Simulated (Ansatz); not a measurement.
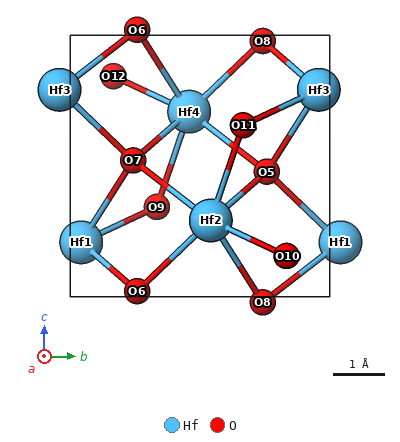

Figure 1. The structure as given in the input (ball-and-stick view of the cell of the calculation, along the a axis; atoms are numbered from 1 in the order of the input). Near neighbours in the crystal (not all of them lie inside the picture): Hf has 7 O at 2.04 to 2.25 Å; O has 4 Hf at 2.14 to 2.25 Å; O has 3 Hf at 2.04 to 2.14 Å.

# Two runs on HfO2

System: HfO2 (P2₁/c, 12 atoms in the cell).
Method of the first run: DFT, HSE06, plane waves, PAW, no spin polarisation (Ansatz 0.2.0).

The structure derives from an entry of the Crystallography Open Database. The geometry comes from this level: r2SCAN. Text and figures count atoms from 1; the logs count them from 0 in places.

**Input file, the first run**
```yaml
crystal:
  lattice:
    - [5.1137785016, 0.0, -0.0057051012]
    - [0.0, 5.1814798767, 0.0]
    - [-0.8637460795, 0.0, 5.2240136831]
  atoms:
    - { symbol: Hf, position: [0.2761899071, 0.0418256045, 0.2081959016] }
    - { symbol: Hf, position: [0.7238100929, 0.5418256045, 0.2918040984] }
    - { symbol: Hf, position: [0.7238100929, 0.9581743955, 0.7918040984] }
    - { symbol: Hf, position: [0.2761899071, 0.4581743955, 0.7081959016] }
    - { symbol: O, position: [0.4479232036, 0.7576885497, 0.4785121656] }
    - { symbol: O, position: [0.5520767964, 0.2576885497, 0.0214878344] }
    - { symbol: O, position: [0.5520767964, 0.2423114503, 0.5214878344] }
    - { symbol: O, position: [0.4479232036, 0.7423114503, 0.9785121656] }
    - { symbol: O, position: [0.0701703011, 0.3339088307, 0.3439191267] }
    - { symbol: O, position: [0.9298296989, 0.8339088307, 0.1560808733] }
    - { symbol: O, position: [0.9298296989, 0.6660911693, 0.6560808733] }
    - { symbol: O, position: [0.0701703011, 0.1660911693, 0.8439191267] }
kpoints:
  mp_grid: { grid: [4, 4, 4] }
  band_path:
    path:
      - [0.0, 0.0, 0.0]
      - [0.0, 0.5, 0.0]
      - [0.0, 0.5, 0.5]
      - [0.0, 0.0, 0.5]
      - [-0.5, 0.0, 0.5]
      - [-0.5, 0.5, 0.5]
      - [-0.5, 0.5, 0.0]
      - [-0.5, 0.0, 0.0]
    npoints: 1
hamiltonian:
  xc: hse06
scf:
  occupations: { method: fixed }
  n_extra_bands: 7
output:
  forces: true
  stress: true
  eigenvalues: true
  write_density: true
  write_potential: true
  elf: true
  volumetric_format: npy
```

Command:
```bash
ansatz run input.yaml --threads 8 --pin off --max-ram 20275MiB --backend cpu --events-out ev --progress --plain --runs-dir out
```

Hardware: 8 threads of Arm Neoverse V2, 24 GiB of memory available, shared host.

**Output, shortened to warnings, some set-up lines, iterations and results (the first run)**
```
Warning: output.stress: scf.convergence.dr2_threshold = 1e-7 eV (the SCF's general default) is looser than the 1.2e-9 eV advised for a printed stress (1e-10 eV for each atom of the cell: 12). What an SCF threshold leaves in a stress goes as its square root, and in the free energy as the threshold itself, and one threshold admits the most on a small cell: of the crystals measured, under no hybrid …
Warning: output.stress: scf.exx.energy_threshold = 1e-6 eV is looser than the 1.2e-7 eV advised for a stress under a hybrid functional (1e-8 eV for each atom of the cell: 12). Every SCF of the exchange loop can meet its threshold on dr2 while the loop round them stops early: no threshold on dr2 bounds what that leaves in the stress. Set scf.exx.energy_threshold to 1.2e-7 eV or tighter. The …
Basis set: ecut = 420 eV, 2703 PW (Γ), exchange–correlation on 72×72×72 points (8 copies of the dense FFT grid, shifted against one another)
Symmetry: 4 space group operations
k-points: 30 of 64
Initial density: superposition of atomic densities (neutral atoms: chi_scale 0, normalization atom), corrected by the library's trained network
[...]
SCF iter   1: F=—  HF=-67446.675145 eV  |F-HF|=—  |Δ(HF+E_count)|=         —  Δρ=3.17e-3  dr2=6.27e-3  ethr=1.77e-3  ⟨swp⟩=5.4  Hψ=10290  notcnv=0
SCF iter   2: F=—  HF=-67446.679830 eV  |F-HF|=—  |Δ(HF+E_count)|=   4.68e-3  Δρ=1.90e-3  dr2=3.05e-3  ethr=4.12e-6  ⟨swp⟩=4.6  Hψ=9812  notcnv=0
SCF iter   3: F=-67446.679653 eV  HF=-67446.679558 eV  |F-HF|=9.50e-5  |Δ(HF+E_count)|=   2.71e-4  Δρ=9.77e-4  dr2=5.42e-4  ethr=2.00e-6  ⟨swp⟩=3.3  Hψ=6504  notcnv=0
SCF 1 stopped early in 3 iterations: F = -67446.679653 eV  dr2 = 5.42e-4
SCF iter   1: F=—  HF=-67447.566054 eV  |F-HF|=—  |Δ(HF+E_count)|=         —  Δρ=1.04e-2  dr2=1.57e-1  ethr=3.57e-6  ⟨swp⟩=6.6  Hψ=13341  notcnv=0
[... 13 lines ...]
SCF iter   6: F=-67447.423864 eV  HF=-67447.423864 eV  |F-HF|=4.37e-11  |Δ(HF+E_count)|=   1.30e-9  Δρ=2.46e-7  dr2=1.37e-9  ethr=2.87e-12  ⟨swp⟩=3.0  Hψ=6746  notcnv=0
SCF 3 converged in 6 iterations: F = -67447.423864 eV  dr2 = 1.37e-9
SCF iter   1: F=—  HF=-67447.423863 eV  |F-HF|=—  |Δ(HF+E_count)|=         —  Δρ=6.83e-6  dr2=4.90e-8  ethr=1.84e-9  ⟨swp⟩=5.8  Hψ=6048  notcnv=0
SCF iter   2: F=-67447.423863 eV  HF=-67447.423863 eV  |F-HF|=5.68e-10  |Δ(HF+E_count)|=   1.20e-8  Δρ=1.90e-6  dr2=2.69e-9  ethr=3.04e-11  ⟨swp⟩=4.0  Hψ=7543  notcnv=0
SCF 4 converged in 2 iterations: F = -67447.423863 eV  dr2 = 2.69e-9
  Residual-converged pass: ⟨swp⟩=2.9  Hψ=5363  notcnv=0  max |occ|·‖R‖ = 2.0e-6 eV (tolerance 2.1e-6 eV)  dr2=2.72e-9  dr2_onsite=4.73e-10  max |Δocc| = 0.0e0
hybrid outer 3: dexx = +1.319e-8 eV, tail = 7.59e-9 eV, Δε = 1.45e-4 eV (about 2.60e-5 eV left of the loop's levels), ΔF = 1.38e-4 eV/Å (tail 3.32e-4)
NSCF: frozen V_eff on 8 k-points
hybrid SCF converged: 3 outer / 16 inner (+3 warm-up), last move |dexx| = 1.32e-8 eV, tail = 7.59e-9 eV
Stability not checked: this state was not tested for a lower state beside it, because the functional holds exact exchange (a hybrid, or Hartree-Fock), whose exchange loop this test does not read (fock_operator; see scf.lower_state_search)
Free energy (F): -67447.423863 eV
Frozen-core exchange: fock
Harris-Foulkes:  -67447.423863 eV  (|F-HF|=5.68e-10)
Internal energy: -67447.423863 eV  (E = F + TS)
E sigma→0 (E₀):  -67447.423863 eV
Fermi energy:    13.075785 eV
--- Per-component energies (eV) ---
  E_band       = -385.995450
  E_kinetic    = 3082.920288
  E_local      = -24548.647344  (includes V_loc(G=0)·N_el)
  E_nonlocal   = -4656.902149
  E_hartree    = 11226.992985
  E_xc         = -1418.992802
  E_vxc        = -1437.648624  (∫ρ·V_xc dr)
  E_exx        = -618.381228  (= α·E_x^exact, valence–valence)
  E_paw        = -28673.283775  (= ΣΔE_a)
  E_vpaw       = 5957.039515  (= ΣTr[D̂ρ^β])
  E_aug_tail   = 0.019732  (compensation charges beyond the density's cutoff)
  E_ewald      = -21845.544382
  E_core_change = 4.394808  (= ΣΔE_core)
  E_smearing   = -0.000000  (= −TS)
  E_closure    = 0.000003  (closes the sum)
  Σ components = -67447.423863   (vs F -67447.423863, Δ=0.00e0)
--- Forces (eV/Å), atoms counted from 1 ---
  atom   1  Hf    -0.06275380    -0.00585493    -0.05950579
  atom   2  Hf     0.06275380    -0.00585493     0.05950579
  atom   3  Hf     0.06275380     0.00585493     0.05950579
  atom   4  Hf    -0.06275380     0.00585493    -0.05950579
  atom   5  O      0.06712824    -0.00225067     0.01581322
  atom   6  O     -0.06712824    -0.00225067    -0.01581322
  atom   7  O     -0.06712824     0.00225067    -0.01581322
  atom   8  O      0.06712824     0.00225067     0.01581322
  atom   9  O      0.02999477     0.01087846     0.05771647
  atom  10  O     -0.02999477     0.01087846    -0.05771647
  atom  11  O     -0.02999477    -0.01087846    -0.05771647
  atom  12  O      0.02999477    -0.01087846     0.05771647
  max |Σ_I F_I| component: 0.00e0 eV/Å
--- Stress (GPa, compression-positive) ---
        0.093711       0.000000      -0.147133
        0.000000       0.108505       0.000000
       -0.147133       0.000000      -0.171428
  P = ⅓ Tr σ = 0.0103 GPa (0.103 kbar)
```

For the second run the input was changed thus:
```diff
-  mp_grid: { grid: [4, 4, 4] }
+  mp_grid: { grid: [6, 6, 6] }
-  xc: hse06
+  xc: r2scan
```

How does the second run compare with the first run?

The total energies belong to different methods, so their difference says nothing on which is more stable or more accurate. The gap on the mesh goes from 5.69 to 4.60 eV. The largest force goes from 0.087 to 0.006 eV/Å. The functional changes from HSE06 to r2SCAN. The SCF takes 8 iterations against 19. The default cutoff goes from 420 to 500 eV with the change. The irreducible k-points go from 30 to 80. The plane waves at Γ go from 2703 to 3535. On the same kind of shared host the second run took about 0.14 times as long.

**Output, shortened to warnings, some set-up lines, iterations and results (the second run)**
```
Basis set: ecut = 500 eV, 3535 PW (Γ), exchange–correlation on 160×160×160 points (64 copies of the dense FFT grid, shifted against one another)
Symmetry: 4 space group operations
k-points: 80 of 216
Initial density: superposition of atomic densities (neutral atoms: chi_scale 0, normalization atom), corrected by the library's trained network
[...]
SCF iter   1: F=—  HF=-67505.538655 eV  |F-HF|=—  |Δ(HF+E_count)|=         —  Δρ=1.05e-2  dr2=1.20e-1  dr2_τ=8.19e-1  ethr=1.77e-3  ⟨swp⟩=5.0  Hψ=20020  notcnv=0  defer=359
SCF iter   2: F=—  HF=-67505.739142 eV  |F-HF|=—  |Δ(HF+E_count)|=   2.00e-1  Δρ=5.61e-3  dr2=3.32e-2  dr2_τ=5.11e-3  ethr=7.90e-5  ⟨swp⟩=2.0  Hψ=14414  notcnv=0  defer=391
SCF iter   3: F=—  HF=-67505.736288 eV  |F-HF|=—  |Δ(HF+E_count)|=   2.85e-3  Δρ=3.48e-3  dr2=7.24e-3  dr2_τ=1.66e-3  ethr=2.18e-5  ⟨swp⟩=2.0  Hψ=10796  notcnv=0  defer=400
SCF iter   4: F=—  HF=-67505.736514 eV  |F-HF|=—  |Δ(HF+E_count)|=   2.26e-4  Δρ=8.88e-4  dr2=7.66e-4  dr2_τ=1.44e-4  ethr=4.77e-6  ⟨swp⟩=2.0  Hψ=10796  notcnv=0  defer=400
SCF iter   5: F=—  HF=-67505.736595 eV  |F-HF|=—  |Δ(HF+E_count)|=   8.14e-5  Δρ=1.89e-4  dr2=2.66e-5  dr2_τ=5.43e-6  ethr=5.04e-7  ⟨swp⟩=2.0  Hψ=12236  notcnv=0  defer=400
SCF iter   6: F=—  HF=-67505.736610 eV  |F-HF|=—  |Δ(HF+E_count)|=   1.51e-5  Δρ=8.39e-5  dr2=9.11e-6  dr2_τ=1.38e-6  ethr=1.75e-8  ⟨swp⟩=2.0  Hψ=11952  notcnv=0  defer=164
SCF iter   7: F=—  HF=-67505.736610 eV  |F-HF|=—  |Δ(HF+E_count)|=   7.14e-7  Δρ=1.82e-5  dr2=4.16e-7  dr2_τ=4.76e-8  ethr=5.99e-9  ⟨swp⟩=2.0  Hψ=11276  notcnv=0  defer=164
SCF iter   8: F=-67505.736610 eV  HF=-67505.736610 eV  |F-HF|=3.61e-8  |Δ(HF+E_count)|=   1.20e-7  Δρ=7.25e-6  dr2=7.09e-8  dr2_τ=7.17e-9  ethr=6.58e-11  ⟨swp⟩=14.2  Hψ=51823 …
SCF 1 converged in 8 iterations: F = -67505.736610 eV  dr2 = 7.09e-8
NSCF: frozen V_eff on 8 k-points
SCF converged after 8 iterations
Free energy (F): -67505.736610 eV
Harris-Foulkes:  -67505.736610 eV  (|F-HF|=3.61e-8)
Internal energy: -67505.736610 eV  (E = F + TS)
E sigma→0 (E₀):  -67505.736610 eV
Fermi energy:    13.761626 eV
--- Per-component energies (eV) ---
  E_band       = -103.104674
  E_kinetic    = 3099.735008
  E_local      = -24601.639512  (includes V_loc(G=0)·N_el)
  E_nonlocal   = -4608.746443
  E_hartree    = 11260.995644
  E_xc         = -1723.877033
  E_vxc        = -2021.374978  (∫ρ·V_xc dr)
  E_paw        = -29087.698849  (= ΣΔE_a)
  E_vpaw       = 5395.989213  (= ΣTr[D̂ρ^β])
  E_aug_tail   = 0.008398  (compensation charges beyond the density's cutoff)
  E_vtau       = 110.919810  (kinetic-family band-sum trace: ∫τ·v_τ [+ j·A + Jᵃ·Aᵃ] dr)
  E_ewald      = -21845.544382
  E_core_change = 1.030560  (= ΣΔE_core)
  E_smearing   = -0.000000  (= −TS)
  E_closure    = 0.000000  (closes the sum)
  Σ components = -67505.736610   (vs F -67505.736610, Δ=0.00e0)
--- Forces (eV/Å), atoms counted from 1 ---
  atom   1  Hf     0.00488652    -0.00115398     0.00274999
  atom   2  Hf    -0.00488652    -0.00115398    -0.00274999
  atom   3  Hf    -0.00488652     0.00115398    -0.00274999
  atom   4  Hf     0.00488652     0.00115398     0.00274999
  atom   5  O      0.00038569     0.00027708     0.00023679
  atom   6  O     -0.00038569     0.00027708    -0.00023679
  atom   7  O     -0.00038569    -0.00027708    -0.00023679
  atom   8  O      0.00038569    -0.00027708     0.00023679
  atom   9  O     -0.00257652     0.00079536     0.00002174
  atom  10  O      0.00257652     0.00079536    -0.00002174
  atom  11  O      0.00257652    -0.00079536    -0.00002174
  atom  12  O     -0.00257652    -0.00079536     0.00002174
  max |Σ_I F_I| component: 8.67e-19 eV/Å
--- Stress (GPa, compression-positive) ---
        0.016973       0.000000      -0.019313
        0.000000       0.029283       0.000000
       -0.019317       0.000000       0.009837
  P = ⅓ Tr σ = 0.0187 GPa (0.187 kbar)
```

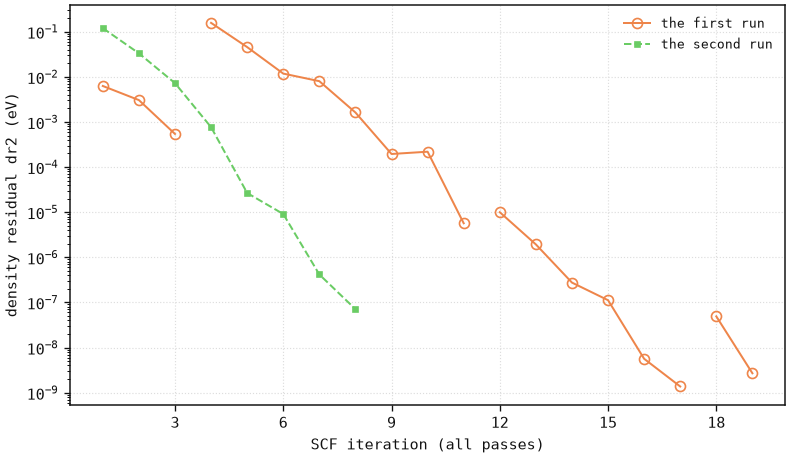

Figure 2. Convergence of the two runs: density residual dr2 against the SCF iteration. A break in a curve parts two SCF passes. The first run takes 19 iterations in all, and the second run takes 8.

**The two runs side by side**

| quantity | the first run | the second run |
| --- | --- | --- |
| outcome | converged | converged |
| free energy per atom (eV) | −5620.6187 | −5625.4781 |
| gap on the mesh (eV) | 5.69 | 4.60 |
| pressure (GPa) | 0.01 | 0.02 |
| largest force (eV/Å) | 0.087 | 0.006 |
| SCF iterations | 19 | 8 |
| irreducible k-points | 30 | 80 |
| plane waves at Γ | 2703 | 3535 |
| wall time (shared host) | 2.7 min | 22 s |

For both runs: Spin–orbit coupling is left out, which matters for Hf. For the first run: Warnings: the exchange loop's threshold is looser than advised for the stress; the SCF threshold is looser than advised for the printed stress.
